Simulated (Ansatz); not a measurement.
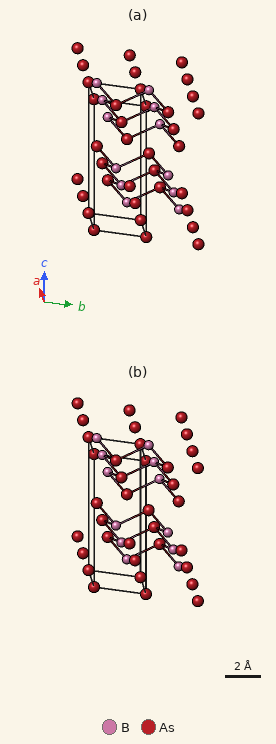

The structure of crystalline B2As3 (built on the A-type sesquioxide_164 type) before (top) and after (bottom) a relaxation, at one scale.

The picture is a ball-and-stick view of the cell of the calculation, repeated 3 × 2 × 1 with one cell outlined, seen from a free direction.

Case: A-type sesquioxide type (P-3m1, No. 164).

Level of theory: Ansatz 0.2.0, DFT r2SCAN, scalar-relativistic, plane waves, PAW. Settings: plane-wave cutoff 500 eV; k-point mesh 12 × 12 × 6; occupations gaussian; smearing width 0.1 eV; no spin polarisation; cell and atoms relaxed; force threshold 0.01 eV/Å; at most 80 steps.

**Describe what moved and what it gained.**

The largest moves relative to the cell, 0.029 Å, are those of B atoms. By element the largest moves are B 0.029 Å, As 0.023 Å. The volume changes by +0.5 %, with a = b 3.316 → 3.297 Å (−0.5 %), c 7.925 → 8.057 Å (+1.7 %). The space group stays P-3m1 (No. 164). The energy falls by 2.4 meV per atom in 5 accepted moves (7 points after the start). Largest force component: 0.12 eV/Å at the start, under 0.0001 eV/Å at the end. Pressure: −0.28 GPa at the start and 0.00 GPa at the end. The line search rejected the trial step at point 1 of the run. At 1 point the geometry stayed and the basis and grid were re-selected for the new cell (energy shift of less than 0.05 meV per atom at most each time). The run took 3.4 min on 1 thread of Arm Neoverse V2, with other jobs on the host, peak memory 0.66 GiB.
